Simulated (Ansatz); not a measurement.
**Geometry relaxation of Ge₈S (part 1 of 3)**

Ge₈S (slab, 9 atoms in the cell), computed with DFT PBEsol, scalar-relativistic, plane waves, PAW, no spin polarisation (Ansatz 0.2.0).

The structure derives from an entry of the Crystallography Open Database. The input holds or restrains some coordinates. Forces given for the steps count only the free coordinates. It belongs to a series of runs on one base structure; here: S put at a hollow Ge-Ge-Ge site. Figures and captions count atoms from 1; the log counts them from 0 in places.

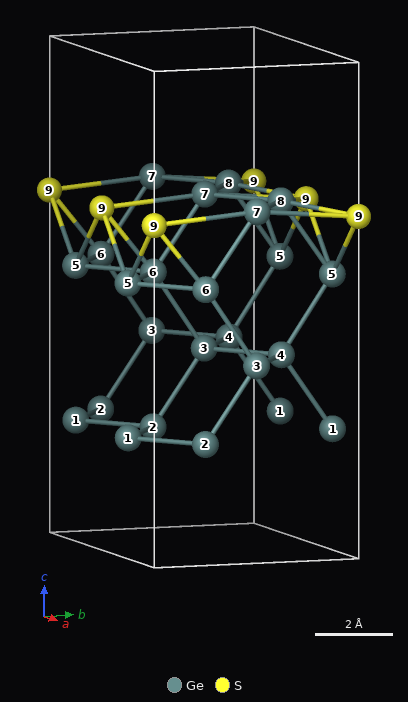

Figure 1. The input geometry (ball-and-stick view of the 2 × 1 repeat of the cell, with the vacuum cut short, seen slightly off an axis; atoms are numbered from 1 in the order of the input). An atom can appear more than once, as a periodic image.

### Input
```yaml
crystal:
  lattice:
    - [4.0133694111, 0.0, 0.0]
    - [0.0, 5.675761452, 0.0]
    - [0.0, 0.0, 25.0200541167]
  atoms:
    - { symbol: Ge, position: [0.5, 0.0, 0.3397274826] }
    - { symbol: Ge, position: [0.0, 0.25, 0.3397274826] }
    - { symbol: Ge, position: [0.0, 0.5, 0.4199305348] }
    - { symbol: Ge, position: [0.5, 0.75, 0.4199305348] }
    - { symbol: Ge, position: [0.5, -0.0011780456, 0.5024610389] }
    - { symbol: Ge, position: [0.0, 0.2511780456, 0.5024610389] }
    - { symbol: Ge, position: [0.0, 0.502785351, 0.5819181565] }
    - { symbol: Ge, position: [0.5, 0.747214649, 0.5819181565] }
    - { symbol: S, position: [0.0, -0.0009284503, 0.5723258511] }
basis:
  ecutwfc: 420
kpoints:
  mp_grid: { grid: [7, 5, 1] }
hamiltonian:
  xc: pbesol
scf:
  occupations: { method: gaussian, width: 0.1 }
output:
  forces: true
  eigenvalues: true
  write_density: true
  write_potential: true
  elf: true
  volumetric_format: npy
relax:
  adjacent_minimum: "off"
  f_tol: 0.03
  max_steps: 70
  constraints: [{ sites: [0, 1, 2, 3] }]
efield:
  axis: 3
  dipole_correction: true
  ramp_width: 0.04
```

Launched with:
```bash
ansatz run input.yaml --threads 2 --pin off --max-ram 5120MiB --backend cpu --events-out ev --progress --plain --runs-dir out
```

### Output
```
Engine: ansatz 0.2.0, x86_64-unknown-linux-gnu
Pseudopotentials: kind: paw
Pseudopotential: Ge, paw, valence charge 14, recommended cutoff 420 eV (normal), Ge.paw.azcp
Pseudopotential: S, paw, valence charge 6, recommended cutoff 420 eV (normal), S.paw.azcp
Functional definition: PBEsol
  exchange = pbesol_x
  correlation = pbesol_c
Crystal: 9 atoms, lattice volume = 569.930 Å³
Basis set: ecut = 420 eV, 11205 PW (Γ), exchange–correlation on 54×80×360 points (8 copies of the dense FFT grid, shifted against one another)
Bands: 71, of which v1, the nominal top of the filled ones, is band 59 counted from 1 (58 counted from 0)
Symmetry: 2 space group operations
Space group: Pm (ITA 6), of the structure as read, at distance tolerance 8.3e-5 Å
k-points: 12 of 35 (time reversal used)
Non-local potential: Ge, projectors of the file, l = 0: 2, l = 1: 2, l = 2: 3, l = 3: 1
Non-local potential: S, projectors of the file, l = 0: 2, l = 1: 2, l = 2: 2
PAW form: soft (Blöchl's): semilocal exchange-correlation on the pseudo side does not see the compensation charge
PAW frozen core: Ge, regenerated for the run's functional, and the local potential with it (the file was generated under x = pbe(κ = 0.804, μ = 0.2195149727645171), c = pbe(β = 0.06672455060314922))
PAW frozen core: S, regenerated for the run's functional, and the local potential with it (the file was generated under x = pbe(κ = 0.804, μ = 0.2195149727645171), c = pbe(β = 0.06672455060314922))
PAW one-centre angular grid: Ge, 590 points (default); XC on 64 Gauss nodes
PAW one-centre angular grid: S, 110 points (default); XC on 64 Gauss nodes
Initial density: superposition of atomic densities (neutral atoms: chi_scale 0, normalization atom), corrected by the library's trained network
Initial wavefunctions: pseudopotential atomic-orbital guess
Functional: x = pbesol(κ = 0.804, μ = 0.12345679012345678), c = pbesol(β = 0.046)
SCF iter   1: F=—  HF=-34908.006902 eV  |F-HF|=—  |Δ(HF+E_count)|=         —  Δρ=2.78e-3  dr2=2.31e-1  ethr=1.77e-3  p=0.038 e·Å  D=1.22e-2 V/Å  ΔV_dip=-0.30 eV  dr2_dipole=5.57e-2  V_vac-E_F(+/−)=4.43/4.73 eV  ⟨swp⟩=7.2  Hψ=3300  notcnv=0  defer=5
efield: sawtooth ramp at fractional position 0.9408 (placed from the atoms, in the widest stretch of the axis that holds none; the zero of the levels goes with the place), width 0.0400; the density the first Hamiltonian is built on has a dipole p = 0.038 e·Å; the dipole correction subtracts the counter field D = 1.22e-2 V/Å, which shifts the + side's vacuum level by -0.30 eV against the − side's; the planar-averaged density in the ramp window peaks in size at 6.1e-6 e/Å³
preconditioner: auto → LDOS  [metal: Δε(μ)=0.088 eV  Ē_g=21.284 eV  σ=0.100 eV  W_gap=0.44  n_scr=96 (ndim 8)  ℏωp=16.9 eV  f_vac=0.622  D(μ)=5.77/eV (n_scr^D=24)  β→1.0]
SCF iter   2: F=—  HF=-34907.987556 eV  |F-HF|=—  |Δ(HF+E_count)|=   1.93e-2  Δρ=1.24e-3  dr2=1.60e-2  ethr=1.96e-4  p=0.032 e·Å  D=1.03e-2 V/Å  ΔV_dip=-0.26 eV  dr2_dipole=1.50e-3  V_vac-E_F(+/−)=4.49/4.75 eV  ⟨swp⟩=2.0  Hψ=1211  notcnv=0  defer=42
SCF iter   3: F=—  HF=-34907.985614 eV  |F-HF|=—  |Δ(HF+E_count)|=   1.94e-3  Δρ=5.52e-4  dr2=4.52e-3  ethr=1.36e-5  p=0.029 e·Å  D=9.21e-3 V/Å  ΔV_dip=-0.23 eV  dr2_dipole=5.33e-4  V_vac-E_F(+/−)=4.51/4.74 eV  ⟨swp⟩=2.5  Hψ=1558  notcnv=0  defer=42
SCF iter   4: F=—  HF=-34907.984763 eV  |F-HF|=—  |Δ(HF+E_count)|=   8.51e-4  Δρ=1.33e-4  dr2=3.36e-4  ethr=3.83e-6  p=0.030 e·Å  D=9.38e-3 V/Å  ΔV_dip=-0.23 eV  dr2_dipole=3.43e-5  V_vac-E_F(+/−)=4.49/4.73 eV  ⟨swp⟩=2.6  Hψ=1557  notcnv=0  defer=41
SCF iter   5: F=—  HF=-34907.984749 eV  |F-HF|=—  |Δ(HF+E_count)|=   1.41e-5  Δρ=5.08e-5  dr2=2.55e-5  ethr=2.84e-7  p=0.029 e·Å  D=9.28e-3 V/Å  ΔV_dip=-0.23 eV  dr2_dipole=9.29e-7  V_vac-E_F(+/−)=4.49/4.73 eV  ⟨swp⟩=2.0  Hψ=1492  notcnv=0  defer=38
SCF iter   6: F=-34907.984743 eV  HF=-34907.984748 eV  |F-HF|=4.94e-6  |Δ(HF+E_count)|=   6.39e-7  Δρ=1.87e-5  dr2=6.64e-6  ethr=1.91e-8  p=0.029 e·Å  D=9.25e-3 V/Å  ΔV_dip=-0.23 eV  dr2_dipole=1.05e-6  V_vac-E_F(+/−)=4.49/4.72 eV  ⟨swp⟩=19.8  Hψ=9367  notcnv=0
SCF 1 converged in 6 iterations: F = -34907.984743 eV  dr2 = 6.64e-6
  greatest PAW one-centre occupation: 0.998 electrons in one spin orbital (limit 2), on the Ge atom at site 7 (counted from 0), in its partial waves of l = 2
relax step   1: F+E_penalty+E_count = -34907.98474312 eV  Δ(F+E_penalty+E_count) = +0.000e0 eV  max|allowed force component| = 2.780e0 eV/Å  Δτ_max = 0.0000 Å  (6 SCF iters, dr2 threshold 2.25e-5 eV, accepted)
Initial density: handed on by an earlier stage of this run
Initial wavefunctions: those handed on with the density
iter 1 solved again at ethr=5.38e-5 eV; its pass at ethr=3.10e-3 eV (dr2=6.34e-2 eV) is discarded
SCF iter   1: F=—  HF=-34908.560665 eV  |F-HF|=—  |Δ(HF+E_count)|=         —  Δρ=3.19e-3  dr2=1.04e-1  ethr=5.38e-5  p=0.029 e·Å  D=9.25e-3 V/Å  ΔV_dip=-0.23 eV  dr2_dipole=2.06e-2  V_vac-E_F(+/−)=4.49/4.72 eV  ⟨swp⟩=2.0  Hψ=2804  notcnv=0  defer=46
efield: sawtooth ramp at fractional position 0.9408 (handed on by an earlier solve), width 0.0400; the density the first Hamiltonian is built on has a dipole p = 0.029 e·Å; the dipole correction subtracts the counter field D = 9.25e-3 V/Å, which shifts the + side's vacuum level by -0.23 eV against the − side's; the planar-averaged density in the ramp window peaks in size at 1.3e-5 e/Å³
eigensolver tolerance schedule calibrated: the retry pair's looser diagonalisation under-reported the residual by θ = 0.39 (0.22/decade); ethr = c·dr2/N_el runs at the constant in force after the calibration composes with the one it found (an armed cap, an earlier calibration), c = 2.0e-2
preconditioner: auto → LDOS  [metal: Δε(μ)=0.053 eV  Ē_g=21.256 eV  σ=0.100 eV  W_gap=0.29  n_scr=96 (ndim 8)  ℏωp=16.9 eV  f_vac=0.617  D(μ)=7.60/eV (n_scr^D=30)  β→1.0]
SCF iter   2: F=—  HF=-34908.548631 eV  |F-HF|=—  |Δ(HF+E_count)|=   1.20e-2  Δρ=9.69e-4  dr2=9.34e-3  ethr=1.79e-5  p=0.021 e·Å  D=6.74e-3 V/Å  ΔV_dip=-0.17 eV  dr2_dipole=8.42e-6  V_vac-E_F(+/−)=4.52/4.68 eV  ⟨swp⟩=2.2  Hψ=1150  notcnv=0  defer=46
SCF iter   3: F=—  HF=-34908.548381 eV  |F-HF|=—  |Δ(HF+E_count)|=   2.51e-4  Δρ=5.51e-4  dr2=3.79e-3  ethr=1.61e-6  p=0.024 e·Å  D=7.53e-3 V/Å  ΔV_dip=-0.19 eV  dr2_dipole=2.17e-4  V_vac-E_F(+/−)=4.49/4.68 eV  ⟨swp⟩=3.0  Hψ=1641  notcnv=0  defer=46
SCF iter   4: F=—  HF=-34908.547403 eV  |F-HF|=—  |Δ(HF+E_count)|=   9.78e-4  Δρ=1.36e-4  dr2=2.93e-4  ethr=6.53e-7  p=0.022 e·Å  D=6.97e-3 V/Å  ΔV_dip=-0.17 eV  dr2_dipole=2.00e-5  V_vac-E_F(+/−)=4.50/4.68 eV  ⟨swp⟩=2.0  Hψ=1550  notcnv=0  defer=47
SCF iter   5: F=-34908.547346 eV  HF=-34908.547379 eV  |F-HF|=3.28e-5  |Δ(HF+E_count)|=   2.40e-5  Δρ=5.29e-5  dr2=3.26e-5  ethr=1.72e-8  p=0.021 e·Å  D=6.76e-3 V/Å  ΔV_dip=-0.17 eV  dr2_dipole=2.11e-6  V_vac-E_F(+/−)=4.51/4.67 eV  ⟨swp⟩=20.1  Hψ=8674  notcnv=0
SCF 2 converged in 5 iterations: F = -34908.547346 eV  dr2 = 3.26e-5
[... from here on the iterations of each SCF are left out, up to the last one ...]
relax step   2: F+E_penalty+E_count = -34908.54734572 eV  Δ(F+E_penalty+E_count) = -5.626e-1 eV  max|allowed force component| = 1.910e0 eV/Å  Δτ_max = 0.1946 Å  (5 SCF iters, dr2 threshold 1.00e-4 eV, accepted)
efield: sawtooth ramp at fractional position 0.9408 (handed on by an earlier solve), width 0.0400; the density the first Hamiltonian is built on has a dipole p = 0.021 e·Å; the dipole correction subtracts the counter field D = 6.76e-3 V/Å, which shifts the + side's vacuum level by -0.17 eV against the − side's; the planar-averaged density in the ramp window peaks in size at 7.7e-6 e/Å³
preconditioner: auto → LDOS  [metal: Δε(μ)=0.077 eV  Ē_g=21.240 eV  σ=0.100 eV  W_gap=0.41  n_scr=96 (ndim 8)  ℏωp=16.9 eV  f_vac=0.615  D(μ)=6.72/eV (n_scr^D=24)  β→1.0]
SCF 3 converged in 5 iterations: F = -34908.954139 eV  dr2 = 2.79e-5
relax step   3: F+E_penalty+E_count = -34908.95413941 eV  Δ(F+E_penalty+E_count) = -4.068e-1 eV  max|allowed force component| = 1.464e0 eV/Å  Δτ_max = 0.1984 Å  (5 SCF iters, dr2 threshold 1.00e-4 eV, accepted)
efield: sawtooth ramp at fractional position 0.9408 (handed on by an earlier solve), width 0.0400; the density the first Hamiltonian is built on has a dipole p = 0.013 e·Å; the dipole correction subtracts the counter field D = 3.98e-3 V/Å, which shifts the + side's vacuum level by -0.10 eV against the − side's; the planar-averaged density in the ramp window peaks in size at 6.6e-6 e/Å³
preconditioner: auto → LDOS  [metal: Δε(μ)=0.067 eV  Ē_g=21.227 eV  σ=0.100 eV  W_gap=0.36  n_scr=96 (ndim 8)  ℏωp=16.9 eV  f_vac=0.612  D(μ)=6.27/eV (n_scr^D=24)  β→1.0]
SCF 4 converged in 5 iterations: F = -34909.257416 eV  dr2 = 1.46e-5
relax step   4: F+E_penalty+E_count = -34909.25741597 eV  Δ(F+E_penalty+E_count) = -3.033e-1 eV  max|allowed force component| = 1.181e0 eV/Å  Δτ_max = 0.1937 Å  (5 SCF iters, dr2 threshold 1.00e-4 eV, accepted)
efield: sawtooth ramp at fractional position 0.9408 (handed on by an earlier solve), width 0.0400; the density the first Hamiltonian is built on has a dipole p = -0.002 e·Å; the dipole correction subtracts the counter field D = -5.40e-4 V/Å, which shifts the + side's vacuum level by +0.01 eV against the − side's; the planar-averaged density in the ramp window peaks in size at 1.0e-5 e/Å³
preconditioner: auto → LDOS  [metal: Δε(μ)=0.049 eV  Ē_g=21.223 eV  σ=0.100 eV  W_gap=0.27  n_scr=96 (ndim 8)  ℏωp=16.9 eV  f_vac=0.610  D(μ)=6.79/eV (n_scr^D=24)  β→1.0]
SCF 5 converged in 5 iterations: F = -34909.505602 eV  dr2 = 1.43e-5
relax step   5: F+E_penalty+E_count = -34909.50560242 eV  Δ(F+E_penalty+E_count) = -2.482e-1 eV  max|allowed force component| = 1.019e0 eV/Å  Δτ_max = 0.1950 Å  (5 SCF iters, dr2 threshold 1.00e-4 eV, accepted)
efield: sawtooth ramp at fractional position 0.9408 (handed on by an earlier solve), width 0.0400; the density the first Hamiltonian is built on has a dipole p = -0.024 e·Å; the dipole correction subtracts the counter field D = -7.49e-3 V/Å, which shifts the + side's vacuum level by +0.19 eV against the − side's; the planar-averaged density in the ramp window peaks in size at 1.2e-5 e/Å³
preconditioner: auto → LDOS  [metal: Δε(μ)=0.012 eV  Ē_g=21.227 eV  σ=0.100 eV  W_gap=0.07  n_scr=96 (ndim 8)  ℏωp=16.9 eV  f_vac=0.606  D(μ)=8.08/eV (n_scr^D=36)  β→1.0]
SCF 6 converged in 5 iterations: F = -34909.711424 eV  dr2 = 2.15e-5
relax step   6: F+E_penalty+E_count = -34909.71142412 eV  Δ(F+E_penalty+E_count) = -2.058e-1 eV  max|allowed force component| = 6.964e-1 eV/Å  Δτ_max = 0.1950 Å  (5 SCF iters, dr2 threshold 1.00e-4 eV, accepted)
efield: sawtooth ramp at fractional position 0.9408 (handed on by an earlier solve), width 0.0400; the density the first Hamiltonian is built on has a dipole p = -0.046 e·Å; the dipole correction subtracts the counter field D = -1.45e-2 V/Å, which shifts the + side's vacuum level by +0.36 eV against the − side's; the planar-averaged density in the ramp window peaks in size at 9.6e-6 e/Å³
preconditioner: auto → LDOS  [metal: Δε(μ)=0.031 eV  Ē_g=21.217 eV  σ=0.100 eV  W_gap=0.17  n_scr=96 (ndim 8)  ℏωp=16.9 eV  f_vac=0.602  D(μ)=8.08/eV (n_scr^D=36)  β→1.0]
SCF 7 converged in 5 iterations: F = -34909.871625 eV  dr2 = 8.93e-5
relax step   7: F+E_penalty+E_count = -34909.87162468 eV  Δ(F+E_penalty+E_count) = -1.602e-1 eV  max|allowed force component| = 3.685e-1 eV/Å  Δτ_max = 0.1918 Å  (5 SCF iters, dr2 threshold 1.00e-4 eV, accepted)
efield: sawtooth ramp at fractional position 0.9408 (handed on by an earlier solve), width 0.0400; the density the first Hamiltonian is built on has a dipole p = -0.046 e·Å; the dipole correction subtracts the counter field D = -1.45e-2 V/Å, which shifts the + side's vacuum level by +0.36 eV against the − side's; the planar-averaged density in the ramp window peaks in size at 5.8e-6 e/Å³
preconditioner: auto → LDOS  [metal: Δε(μ)=0.010 eV  Ē_g=21.201 eV  σ=0.100 eV  W_gap=0.06  n_scr=96 (ndim 8)  ℏωp=16.9 eV  f_vac=0.597  D(μ)=7.98/eV (n_scr^D=36)  β→1.0]
SCF 8 converged in 7 iterations: F = -34910.004800 eV  dr2 = 5.41e-6
  Residual-converged pass: ⟨swp⟩=1.0  Hψ=900  notcnv=0  max |occ|·‖R‖ = 6.8e-9 eV (tolerance 1.0e-8 eV)  dr2=5.41e-6  dr2_onsite=4.39e-8  max |Δocc| = 1.1e-10
relax step   8: F+E_penalty+E_count = -34910.00480018 eV  Δ(F+E_penalty+E_count) = -1.332e-1 eV  max|allowed force component| = 2.618e-1 eV/Å  Δτ_max = 0.2000 Å  (7 SCF iters, dr2 threshold 3.80e-5 eV, accepted)
efield: sawtooth ramp at fractional position 0.9408 (handed on by an earlier solve), width 0.0400; the density the first Hamiltonian is built on has a dipole p = -0.026 e·Å; the dipole correction subtracts the counter field D = -8.12e-3 V/Å, which shifts the + side's vacuum level by +0.20 eV against the − side's; the planar-averaged density in the ramp window peaks in size at 5.3e-6 e/Å³
preconditioner: auto → LDOS  [metal: Δε(μ)=0.003 eV  Ē_g=21.129 eV  σ=0.100 eV  W_gap=0.02  n_scr=96 (ndim 8)  ℏωp=16.9 eV  f_vac=0.592  D(μ)=8.17/eV (n_scr^D=36)  β→1.0]
SCF 9 converged in 6 iterations: F = -34910.041700 eV  dr2 = 1.72e-5
```
